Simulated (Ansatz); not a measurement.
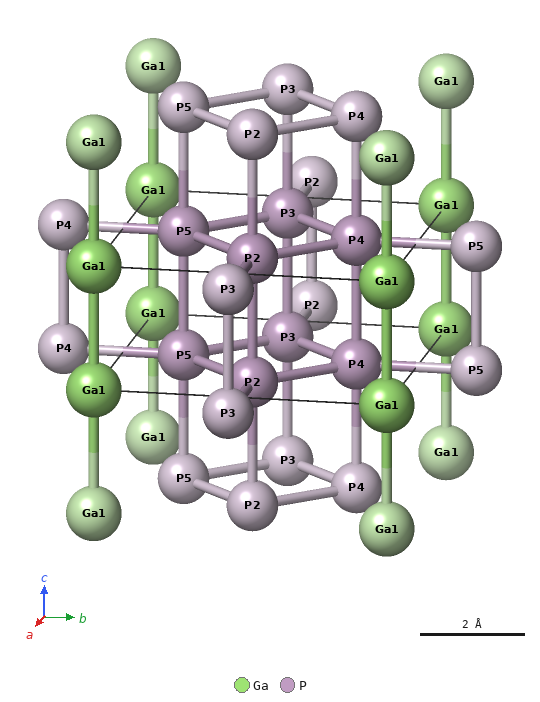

Fig. 1: The input geometry (ball-and-stick view of the cell of the calculation, seen slightly off an axis; neighbours outside the cell are drawn fainter; atoms are numbered from 1 in the order of the input). Near neighbours in the crystal (not all of them lie inside the picture): Ga has 2 Ga at 2.48 Å; P has 5 P at 2.36 to 2.48 Å.

## Geometry relaxation of GaP4

The run: geometry relaxation of GaP4 (P4/mmm, 5 atoms in the cell). Method and program: DFT PBE, scalar-relativistic, plane waves, PAW, no spin polarisation (Ansatz 0.2.0).

The structure was made by a generator, so it may or may not be a known phase. Figures and captions count atoms from 1; the log counts them from 0 in places.

**The program's output**
```
Engine: ansatz 0.2.0, aarch64-unknown-linux-gnu
Pseudopotentials: kind: paw
Pseudopotential: Ga, paw, valence charge 13, recommended cutoff 420 eV (normal), Ga.paw.azcp
Pseudopotential: P, paw, valence charge 5, recommended cutoff 420 eV (normal), P.paw.azcp
Functional definition: PBE
  parameter kappa = 0.804
  parameter beta = 0.06672455060314922
  exchange = pbe_x(kappa = kappa, mu = beta*pi^2/3)
  correlation = pbe_c(beta = beta)
Crystal: 5 atoms, lattice volume = 82.537 Å³
Basis set: ecut = 420 eV, 1605 PW (Γ), exchange–correlation on 80×80×36 points (8 copies of the dense FFT grid, shifted against one another)
Bands: 22, of which v1, the nominal top of the filled ones, is band 17 counted from 1 (16 counted from 0)
Symmetry: 16 space group operations
Space group: P4/mmm (ITA 123), of the structure as read, at distance tolerance 4.4e-5 Å
k-points: 135 of 1024
Non-local potential: Ga, projectors of the file, l = 0: 2, l = 1: 2, l = 2: 3, l = 3: 1
Non-local potential: P, projectors of the file, l = 0: 2, l = 1: 2, l = 2: 2
PAW form: soft (Blöchl's): semilocal exchange-correlation on the pseudo side does not see the compensation charge
PAW one-centre angular grid: Ga, 590 points (default); XC on 64 Gauss nodes
PAW one-centre angular grid: P, 110 points (default); XC on 64 Gauss nodes
Initial density: superposition of atomic densities (neutral atoms: chi_scale 0, normalization atom), corrected by the library's trained network
Initial wavefunctions: pseudopotential atomic-orbital guess
Functional: x = pbe(κ = 0.804, μ = 0.2195149727645171), c = pbe(β = 0.06672455060314922)
SCF iter   1: F=—  HF=-6804.519506 eV  |F-HF|=—  |Δ(HF+E_count)|=         —  Δρ=2.95e-3  dr2=9.92e-3  ethr=1.77e-3  ⟨swp⟩=7.3  Hψ=16823  notcnv=0
preconditioner: auto → Kerker (q_TF=auto, 2.342 Å⁻¹)  [metal: Δε(μ)=0.011 eV  Ē_g=11.460 eV  σ=0.100 eV  W_gap=0.06  n_scr=12 (ndim 8)  ℏωp=23.5 eV  f_vac=0.000  D(μ)=2.12/eV (n_scr^D=8)]
SCF iter   2: F=—  HF=-6804.517965 eV  |F-HF|=—  |Δ(HF+E_count)|=   1.54e-3  Δρ=1.72e-3  dr2=3.82e-3  ethr=3.00e-5  ⟨swp⟩=2.0  Hψ=4740  notcnv=0
SCF iter   3: F=—  HF=-6804.517713 eV  |F-HF|=—  |Δ(HF+E_count)|=   2.52e-4  Δρ=1.98e-4  dr2=3.52e-5  ethr=1.16e-5  ⟨swp⟩=2.0  Hψ=3820  notcnv=0  defer=1
SCF iter   4: F=—  HF=-6804.517699 eV  |F-HF|=—  |Δ(HF+E_count)|=   1.44e-5  Δρ=7.27e-5  dr2=6.10e-6  ethr=1.07e-7  ⟨swp⟩=2.2  Hψ=4137  notcnv=0  defer=1
SCF iter   5: F=—  HF=-6804.517700 eV  |F-HF|=—  |Δ(HF+E_count)|=   1.30e-6  Δρ=1.74e-5  dr2=2.86e-7  ethr=1.85e-8  ⟨swp⟩=2.8  Hψ=4467  notcnv=0  defer=1
SCF iter   6: F=-6804.517700 eV  HF=-6804.517700 eV  |F-HF|=1.25e-8  |Δ(HF+E_count)|=   1.15e-7  Δρ=5.86e-6  dr2=2.63e-8  ethr=3.03e-10  ⟨swp⟩=13.2  Hψ=23150  notcnv=0
SCF 1 converged in 6 iterations: F = -6804.517700 eV  dr2 = 2.63e-8
  greatest PAW one-centre occupation: 0.995 electrons in one spin orbital (limit 2), on the Ga atom at site 0 (counted from 0), in its partial waves of l = 2
relax step   1: F+E_penalty+E_count = -6804.51770033 eV  Δ(F+E_penalty+E_count) = +0.000e0 eV  max|allowed force component| = 1.400e-2 eV/Å  Δτ_max = 0.0000 Å  P = +0.157 GPa  Ω = 82.537 Å³  (6 SCF iters, dr2 threshold 1.00e-7 eV, accepted)
Crystal: 5 atoms, lattice volume = 82.644 Å³
Initial density: handed on by an earlier stage of this run
Initial wavefunctions: those handed on with the density
iter 1 solved again at ethr=3.50e-8 eV; its pass at ethr=3.10e-3 eV (dr2=1.16e-5 eV) is discarded
SCF iter   1: F=—  HF=-6804.517840 eV  |F-HF|=—  |Δ(HF+E_count)|=         —  Δρ=8.25e-5  dr2=1.27e-5  ethr=3.50e-8  ⟨swp⟩=3.0  Hψ=17868  notcnv=0
preconditioner: auto → Kerker (q_TF=auto, 2.341 Å⁻¹)  [metal: Δε(μ)=0.009 eV  Ē_g=11.472 eV  σ=0.100 eV  W_gap=0.05  n_scr=12 (ndim 8)  ℏωp=23.5 eV  f_vac=0.000  D(μ)=2.09/eV (n_scr^D=8)]
SCF iter   2: F=—  HF=-6804.517819 eV  |F-HF|=—  |Δ(HF+E_count)|=   2.04e-5  Δρ=4.94e-5  dr2=4.35e-6  ethr=3.50e-8  ⟨swp⟩=1.1  Hψ=2981  notcnv=0
SCF iter   3: F=—  HF=-6804.517819 eV  |F-HF|=—  |Δ(HF+E_count)|=   6.24e-7  Δρ=2.46e-5  dr2=5.77e-7  ethr=1.32e-8  ⟨swp⟩=2.0  Hψ=4268  notcnv=0
SCF iter   4: F=-6804.517818 eV  HF=-6804.517818 eV  |F-HF|=1.26e-8  |Δ(HF+E_count)|=   3.51e-7  Δρ=6.72e-6  dr2=4.70e-8  ethr=4.90e-10  ⟨swp⟩=10.7  Hψ=25358  notcnv=0
SCF 2 converged in 4 iterations: F = -6804.517818 eV  dr2 = 4.70e-8
relax step   2: F+E_penalty+E_count = -6804.51781835 eV  Δ(F+E_penalty+E_count) = -1.180e-4 eV  max|allowed force component| = 1.020e-2 eV/Å  Δτ_max = 0.0003 Å  P = +0.058 GPa  Ω = 82.644 Å³  energy of the carried Pulay correction = -2.004e-5 eV  (4 SCF iters, dr2 threshold 1.62e-7 eV, accepted)
Crystal: 5 atoms, lattice volume = 82.710 Å³
iter 1 solved again at ethr=1.60e-8 eV; its pass at ethr=3.10e-3 eV (dr2=5.29e-6 eV) is discarded
SCF iter   1: F=—  HF=-6804.517861 eV  |F-HF|=—  |Δ(HF+E_count)|=         —  Δρ=6.69e-5  dr2=6.02e-6  ethr=1.60e-8  ⟨swp⟩=3.0  Hψ=17917  notcnv=0
preconditioner: auto → Kerker (q_TF=auto, 2.341 Å⁻¹)  [metal: Δε(μ)=0.007 eV  Ē_g=11.470 eV  σ=0.100 eV  W_gap=0.04  n_scr=12 (ndim 8)  ℏωp=23.5 eV  f_vac=0.000  D(μ)=2.10/eV (n_scr^D=8)]
SCF iter   2: F=—  HF=-6804.517842 eV  |F-HF|=—  |Δ(HF+E_count)|=   1.97e-5  Δρ=4.05e-5  dr2=2.08e-6  ethr=1.60e-8  ⟨swp⟩=1.0  Hψ=2975  notcnv=0
SCF iter   3: F=—  HF=-6804.517841 eV  |F-HF|=—  |Δ(HF+E_count)|=   2.67e-7  Δρ=1.45e-5  dr2=1.91e-7  ethr=6.31e-9  ⟨swp⟩=2.3  Hψ=4951  notcnv=0
SCF iter   4: F=—  HF=-6804.517841 eV  |F-HF|=—  |Δ(HF+E_count)|=   1.16e-7  Δρ=4.59e-6  dr2=2.47e-8  ethr=5.77e-10  ⟨swp⟩=2.0  Hψ=4949  notcnv=0
SCF iter   5: F=-6804.517841 eV  HF=-6804.517841 eV  |F-HF|=6.38e-10  |Δ(HF+E_count)|=   2.14e-9  Δρ=1.13e-6  dr2=7.72e-10  ethr=6.26e-11  ⟨swp⟩=9.5  Hψ=18845  notcnv=0
SCF 3 converged in 5 iterations: F = -6804.517841 eV  dr2 = 7.72e-10
relax step   3: F+E_penalty+E_count = -6804.51784121 eV  Δ(F+E_penalty+E_count) = -2.287e-5 eV  max|allowed force component| = 6.078e-3 eV/Å  Δτ_max = 0.0005 Å  P = -0.003 GPa  Ω = 82.710 Å³  energy of the carried Pulay correction = -3.230e-5 eV  (5 SCF iters, dr2 threshold 2.06e-8 eV, accepted)
Initial wavefunctions: pseudopotential atomic-orbital guess (no wavefunctions were taken with the density)
iter 1 solved again at ethr=2.99e-7 eV; its pass at ethr=3.10e-3 eV (dr2=9.86e-5 eV) is discarded
SCF iter   1: F=—  HF=-6804.517878 eV  |F-HF|=—  |Δ(HF+E_count)|=         —  Δρ=5.62e-5  dr2=5.48e-8  ethr=2.99e-7  ⟨swp⟩=3.6  Hψ=25070  notcnv=0
eigensolver tolerance schedule: the retry pair's looser diagonalisation over-reported the residual by 1800.57 of it (diagonalisation noise at 0.21 of the residual, at the tolerance the schedule requests for it); recorded, not acted on — ethr = c·dr2/N_el stays at c = 1.0e-1
preconditioner: auto → Kerker (q_TF=auto, 2.341 Å⁻¹)  [metal: Δε(μ)=0.008 eV  Ē_g=11.471 eV  σ=0.100 eV  W_gap=0.05  n_scr=12 (ndim 8)  ℏωp=23.5 eV  f_vac=0.000  D(μ)=2.10/eV (n_scr^D=8)]
SCF iter   2: F=—  HF=-6804.517872 eV  |F-HF|=—  |Δ(HF+E_count)|=   6.45e-6  Δρ=2.85e-5  dr2=1.61e-8  ethr=1.66e-10  ⟨swp⟩=2.9  Hψ=5930  notcnv=0
SCF iter   3: F=—  HF=-6804.517876 eV  |F-HF|=—  |Δ(HF+E_count)|=   4.31e-6  Δρ=2.66e-6  dr2=1.37e-9  ethr=4.88e-11  ⟨swp⟩=2.0  Hψ=4756  notcnv=0
SCF iter   4: F=—  HF=-6804.517876 eV  |F-HF|=—  |Δ(HF+E_count)|=   2.16e-8  Δρ=3.19e-7  dr2=3.36e-11  ethr=1.00e-12  ⟨swp⟩=7.6  Hψ=19491  notcnv=0
SCF iter   5: F=-6804.517876 eV  HF=-6804.517876 eV  |F-HF|=3.64e-12  |Δ(HF+E_count)|=  2.47e-10  Δρ=9.91e-8  dr2=1.09e-11  ethr=1.00e-12  ⟨swp⟩=5.6  Hψ=12590  notcnv=0
SCF 4 converged in 5 iterations: F = -6804.517876 eV  dr2 = 1.09e-11
relax step   4: F+E_penalty+E_count = -6804.51787617 eV  Δ(F+E_penalty+E_count) = -3.496e-5 eV  max|allowed force component| = 6.083e-3 eV/Å  Δτ_max = 0.0000 Å  P = -0.002 GPa  Ω = 82.710 Å³  stress off target by 7.67e-3 GPa  SCF on the basis re-selected at this cell (its energy is not comparable with the rows above)  (5 SCF iters)
```

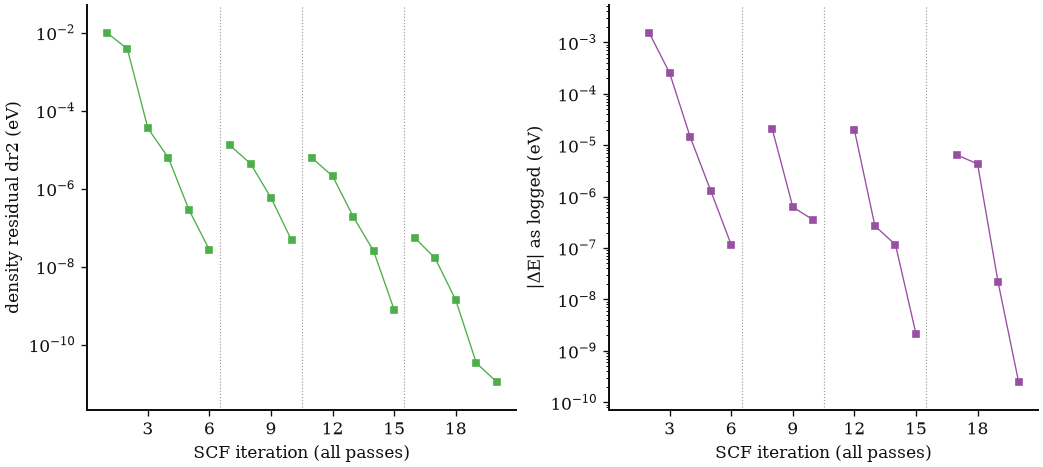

Fig. 2: Convergence of the self-consistent field: density residual dr2 and size of the energy change against the SCF iteration. The dotted lines part the SCF passes of the relaxation: geometry steps, rejected trials and re-solves on a re-selected basis. The passes take 6, 4, 5 and 5 iterations.

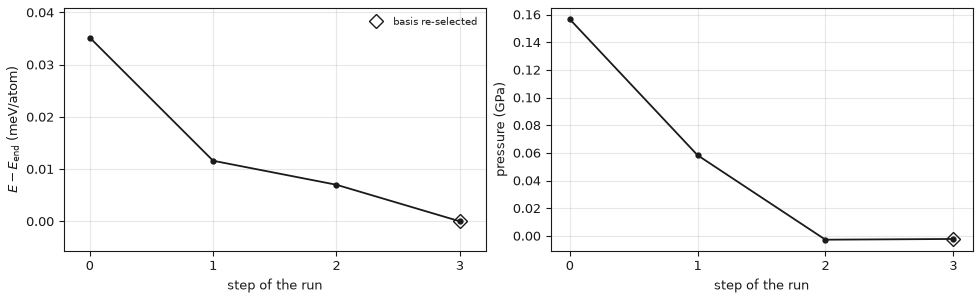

Fig. 3: Progress of the relaxation, step by step (the first geometry is step 0 here and step 1 in the log). No atom moves by more than 0.005 Å relative to the cell. Cell: a = b 5.774 → 5.781 Å (+0.1 %), c 2.476 → 2.475 Å (0.0 %). Volume +0.2 %. The space group stays P4/mmm (No. 123). The energy falls by next to nothing (0.0 meV per atom) in 2 geometry steps. Largest force component: 0.014 eV/Å at the start, 0.0061 eV/Å at the end. The pressure goes from 0.16 to 0.00 GPa. A last SCF at the same geometry on a re-selected plane-wave basis shifts the energy by next to nothing (0.0 meV per atom). (Atoms are counted from 1 in the order of the input.)

```
basis re-selected at this cell: Δ(F+E_penalty+E_count) = -3.496e-5 eV, ΔP = +0.001 GPa vs the last step (what re-selecting the basis moved, of the pressure what is left beyond the Pulay correction that the steps carried, after the strain that the cell walked since its last selection, with what the two solves' SCF thresholds leave and, on support functions, any second-order correction that the steps lacked; it is no measure of the basis error at this ecutwfc). This SCF's stress stands 7.67e-3 GPa from its target on what of the cell is left free (relax.cell.stress_tol is 5.00e-2 GPa) and its largest allowed force component is 6.08e-3 eV/Å (relax.f_tol is 1.00e-2 eV/Å): within both
SCF converged after 5 iterations
Free energy (F): -6804.517876 eV
Harris-Foulkes:  -6804.517876 eV  (|F-HF|=3.64e-12)
Internal energy: -6804.507387 eV  (E = F + TS)
E sigma→0 (E₀):  -6804.512632 eV
Entropy (-TS):   -0.010489 eV (-2.098 meV/atom)
Fermi energy:    9.853806 eV
--- Per-component energies (eV) ---
  E_band       = 27.039603
  E_kinetic    = 396.143413
  E_local      = -2336.938985  (includes V_loc(G=0)·N_el)
  E_nonlocal   = 555.838507
  E_hartree    = 1074.532239
  E_xc         = -315.721895
  E_vxc        = -302.088293  (∫ρ·V_xc dr)
  E_paw        = -4262.142823  (= ΣΔE_a)
  E_vpaw       = -434.979381  (= ΣTr[D̂ρ^β])
  E_aug_tail   = -0.000102  (compensation charges beyond the density's cutoff)
  E_ewald      = -1916.217742
  E_smearing   = -0.010489  (= −TS)
  E_closure    = 0.000000  (closes the sum)
  Σ components = -6804.517876   (vs F -6804.517876, Δ=0.00e0)
--- Forces (eV/Å), atoms counted from 1 ---
  atom   1  Ga    -0.00000000    -0.00000000     0.00000000
  atom   2  P      0.00608275     0.00000000     0.00000000
  atom   3  P     -0.00608275    -0.00000000     0.00000000
  atom   4  P     -0.00000000     0.00608275     0.00000000
  atom   5  P      0.00000000    -0.00608275     0.00000000
  max |Σ_I F_I| component: 5.55e-17 eV/Å
--- Stress (GPa, compression-positive) ---
       -0.007146       0.000000       0.000000
        0.000000      -0.007146       0.000000
        0.000000       0.000000       0.007674
  P = ⅓ Tr σ = -0.0022 GPa (-0.022 kbar)
--- Band table (eV; the first three rows and the last of 135) ---
  k-point 0: bands = ["-5.9691", "-5.5609", "-5.2303", "-5.2083", "-4.9370", "-4.9370", "-2.6827", "-1.9998", "-1.9998", "0.9849", "3.3951", "4.2785", "5.4542", "5.4542", "10.0130", "10.4671", "10.4671", "13.5504", "14.2852", "14.7972", "15.1278", "15.1278"]
  k-point 1: bands = ["-5.8857", "-5.5271", "-5.2269", "-5.2061", "-4.9517", "-4.9517", "-2.5989", "-1.9137", "-1.9137", "1.0666", "3.4768", "4.3542", "5.5399", "5.5399", "10.0526", "10.5318", "10.5318", "13.3523", "13.6187", "14.4159", "15.2109", "15.2109"]
  k-point 2: bands = ["-5.6462", "-5.4211", "-5.2174", "-5.1999", "-4.9929", "-4.9929", "-2.3479", "-1.6565", "-1.6565", "1.3108", "3.7230", "4.5794", "5.7937", "5.7937", "10.1303", "10.7067", "10.7067", "11.2514", "13.8212", "14.5921", "14.6169", "14.7092"]
  k-point 134: bands = ["-5.2995", "-5.2995", "-5.1539", "-5.1495", "-4.7838", "-0.5835", "-0.0434", "-0.0434", "2.9925", "3.2505", "3.2505", "5.1134", "6.9201", "6.9201", "6.9255", "7.2922", "7.6778", "10.5388", "10.8745", "11.8512", "12.7813", "12.7813"]
--- Relaxed structure (3 steps of the walk, 3 accepted, 1 SCFs on fresh bases) ---
  F+E_penalty+E_count = -6804.51787617 eV   max|allowed force component| = 6.083e-3 eV/Å   (the final SCF, on the basis selected at the relaxed cell)
  cell:  # Å, volume = 82.7100 Å³
    - [5.780564267661782, -6.385429701747919e-35, 0.0]
    - [-6.385429701747919e-35, 5.780564267661782, 0.0]
    - [0.0, 0.0, 2.475242556557731]
  atoms:
    - { symbol: Ga, position: [3.755319815818606e-21, 3.755319815818611e-21, 0.0] }
    - { symbol: P, position: [0.7954121041618978, 0.5, 0.0] }
    - { symbol: P, position: [0.20458789583810202, 0.5, 0.0] }
    - { symbol: P, position: [0.5, 0.7954121041618978, 0.0] }
    - { symbol: P, position: [0.5, 0.20458789583810202, 0.0] }
```

**Trajectory as extended XYZ (Å, eV, eV/Å), 4 frames, from step=1 to step=4**
```
5
Lattice="5.7742 0.0000 0.0000 0.0000 5.7742 0.0000 0.0000 0.0000 2.4755" Properties=species:S:1:pos:R:3:forces:R:3 step=1 energy=-6804.51770 pressure_GPa=0.16
Ga    0.0000    0.0000    0.0000    0.0000   0.0000   0.0000
P     4.5921    2.8871    0.0000    0.0140   0.0000   0.0000
P     1.1822    2.8871    0.0000   -0.0140   0.0000   0.0000
P     2.8871    4.5921    0.0000    0.0000   0.0140   0.0000
P     2.8871    1.1822    0.0000    0.0000  -0.0140   0.0000
5
Lattice="5.7782 0.0000 0.0000 0.0000 5.7782 0.0000 0.0000 0.0000 2.4753" Properties=species:S:1:pos:R:3:forces:R:3 step=2 energy=-6804.51782 pressure_GPa=0.06
Ga    0.0000    0.0000    0.0000    0.0000   0.0000   0.0000
P     4.5955    2.8891    0.0000    0.0102   0.0000   0.0000
P     1.1827    2.8891    0.0000   -0.0102   0.0000   0.0000
P     2.8891    4.5955    0.0000    0.0000   0.0102   0.0000
P     2.8891    1.1827    0.0000    0.0000  -0.0102   0.0000
5
Lattice="5.7806 0.0000 0.0000 0.0000 5.7806 0.0000 0.0000 0.0000 2.4752" Properties=species:S:1:pos:R:3:forces:R:3 step=3 energy=-6804.51784 pressure_GPa=-0.00
Ga    0.0000    0.0000    0.0000    0.0000   0.0000   0.0000
P     4.5979    2.8903    0.0000    0.0061   0.0000   0.0000
P     1.1826    2.8903    0.0000   -0.0061   0.0000   0.0000
P     2.8903    4.5979    0.0000    0.0000   0.0061   0.0000
P     2.8903    1.1826    0.0000    0.0000  -0.0061   0.0000
5
Lattice="5.7806 0.0000 0.0000 0.0000 5.7806 0.0000 0.0000 0.0000 2.4752" Properties=species:S:1:pos:R:3:forces:R:3 step=4 energy=-6804.51788 pressure_GPa=-0.00
Ga    0.0000    0.0000    0.0000    0.0000   0.0000   0.0000
P     4.5979    2.8903    0.0000    0.0061   0.0000   0.0000
P     1.1826    2.8903    0.0000   -0.0061   0.0000   0.0000
P     2.8903    4.5979    0.0000    0.0000   0.0061   0.0000
P     2.8903    1.1826    0.0000    0.0000  -0.0061   0.0000
```

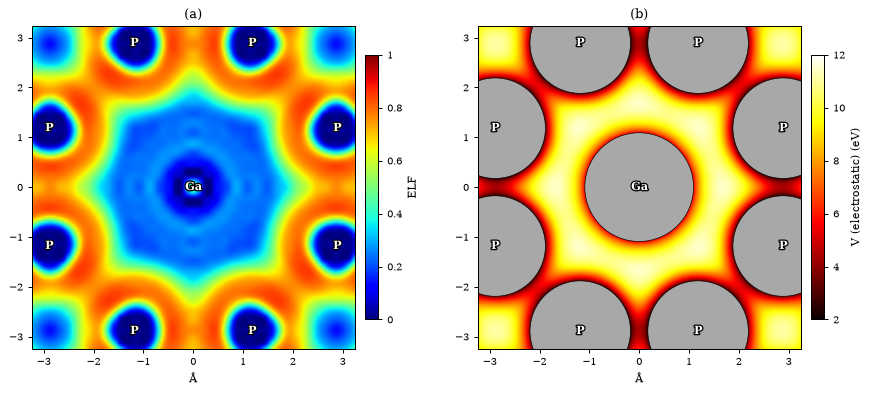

Fig. 4: (a) ELF; (b) electrostatic potential energy of an electron on the (001) plane of the conventional cell. Grey discs, where drawn, cover atomic cores. The section cuts through Ga and P sites. P–P (2.41 Å): the ELF peaks at about 0.85 between the atoms (a shared electron pair). The strong features right at Ga lie inside the PAW spheres (semicore, d or f shells) and say nothing about bonding. Outside the cores the potential energy rises away from the atoms and is highest about 1.7 Å from the nearest atoms; outside the discs it spans about 9 eV, and its zero is arbitrary. The fields are those of the smooth PAW valence density.

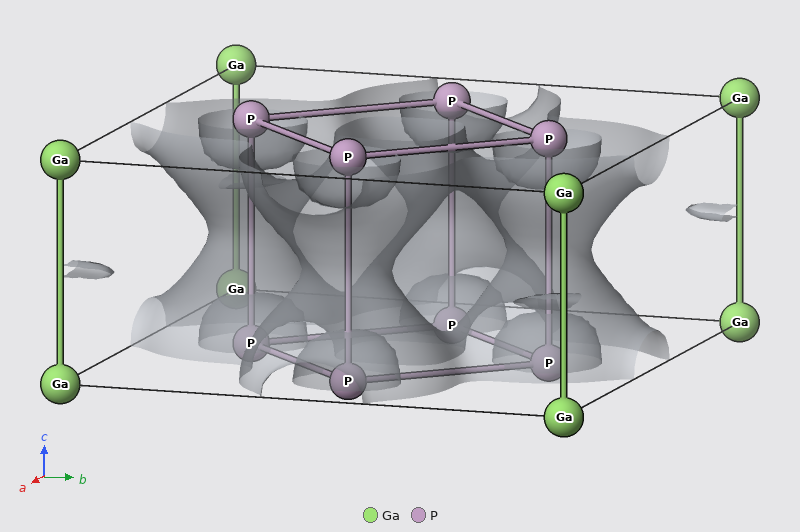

Fig. 5: Isosurface of the electron localisation function at 0.6 (grey), seen slightly off an axis. Only the valence region is drawn (cores and ρ < 0.01 e/Å³ removed). Sticks mark near contacts. The outline is the cell set on symmetry axes. Ga–Ga (2.48 Å): the ELF peaks at about 0.65 between the atoms.

This output came from the following input.

**The input**
```yaml
crystal:
  lattice:
    - [5.7742201765, 0.0, 0.0]
    - [0.0, 5.7742201765, 0.0]
    - [0.0, 0.0, 2.475508596]
  atoms:
    - { symbol: Ga, position: [0.0, 0.0, 0.0] }
    - { symbol: P, position: [0.7952683859, 0.5, 0.0] }
    - { symbol: P, position: [0.2047316141, 0.5, 0.0] }
    - { symbol: P, position: [0.5, 0.7952683859, 0.0] }
    - { symbol: P, position: [0.5, 0.2047316141, 0.0] }
basis:
  ecutwfc: 420
kpoints:
  mp_grid: { grid: [8, 8, 16] }
hamiltonian:
  xc: pbe
scf:
  occupations: { method: gaussian, width: 0.1 }
output:
  forces: true
  stress: true
  eigenvalues: true
  write_density: true
  write_potential: true
  elf: true
  volumetric_format: npy
relax:
  adjacent_minimum: "off"
  f_tol: 0.01
  max_steps: 80
  cell: { stress_tol: 0.05 }
```

Launch command:
```bash
ansatz run input.yaml --threads 1 --pin off --max-ram 2560MiB --backend cpu --events-out ev --progress --plain --runs-dir out
```

**Key numbers**

| quantity | value |
| --- | --- |
| outcome | converged |
| space group (tolerance 0.01 Å) | P4/mmm (123) |
| electrons treated | 33 |
| free energy | −6804.5179 eV |
| Fermi energy | 9.854 eV |
| gap on the k-point mesh | none (metallic) |
| pressure | 0.00 GPa |
| final volume | 82.71 Å³ |
| largest force (length of the vector) at the end | 0.006 eV/Å |
| final cell | a = 5.781 Å, b = 5.781 Å, c = 2.475 Å, α = 90.00°, β = 90.00°, γ = 90.00° |
| hardware | 1 thread of Arm Neoverse V1, 24 GiB of memory available, shared host |
| wall time | 71 s |
| peak memory | 0.49 GiB |
